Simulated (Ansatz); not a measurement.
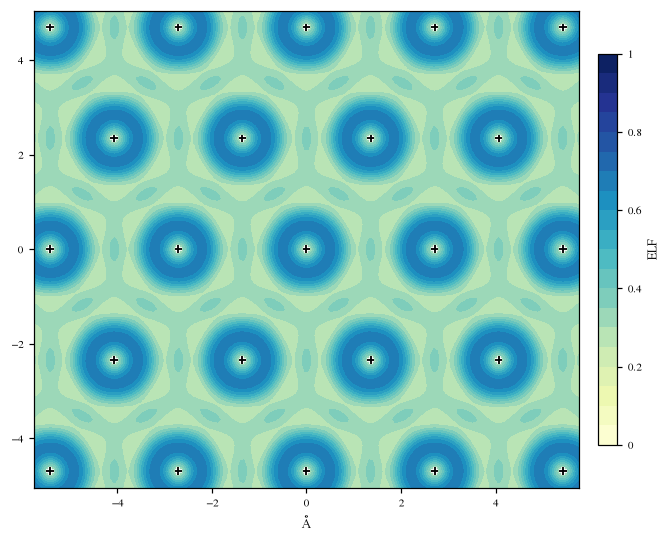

The ELF on a plane through atoms (crosses mark nuclei in the plane).

Computed with DFT PBEsol, scalar-relativistic, plane waves, PAW (Ansatz 0.2.0).

Candidates:
A. Ir, a = 3.83 Å, b = 3.83 Å, c = 3.83 Å, α = 90.00°, β = 90.00°, γ = 90.00°. Space group Fm-3m; computed without spin polarisation.
B. Ti, a = 3.21 Å, b = 3.21 Å, c = 3.21 Å, α = 90.00°, β = 90.00°, γ = 90.00°. Space group Im-3m; computed without spin polarisation.

Question: Which candidate gave the map?

Answer: Candidate A: Ir on the (111) plane of the conventional cell, which holds Ir. Ir–Ir (2.71 Å): the ELF is about 0.35 at the midpoint.
